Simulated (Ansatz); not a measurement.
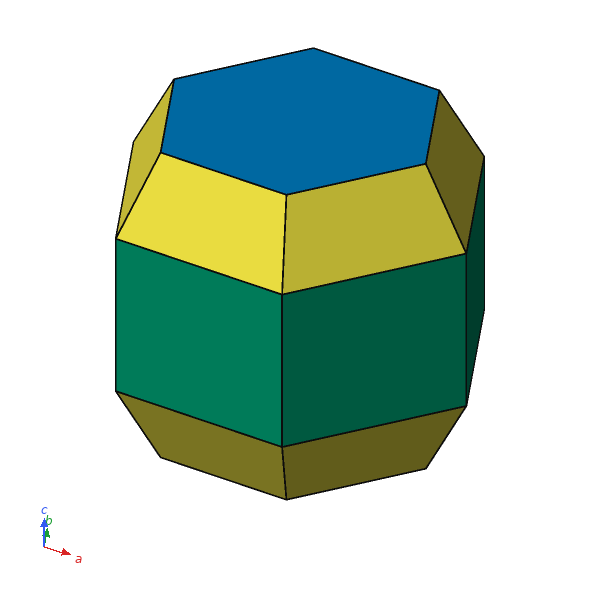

Crystal habit computed by the BFDH rule (growth rate of a face proportional to 1/d, systematic absences taken into account). This is a geometric estimate, not an energy calculation. Faces of one form share a colour. Cell of SrO: space group P6_3/mmc (No. 194), a = 3.563 Å, b = 3.563 Å, c = 6.255 Å, α = 90.00°, β = 90.00°, γ = 120.00°. Geometry: the structure of a calculation's input, shown in its standard cell. It was generated, so it need not be a known form of this composition. Forms under 0.4 % of the area are left out.

Q: Index the forms that can be seen.

A: teal: {100} (d = 3.09 Å, 39 % of the area); yellow: {101} (d = 2.77 Å, 38 % of the area); blue: {002} (d = 3.13 Å, 23 % of the area).
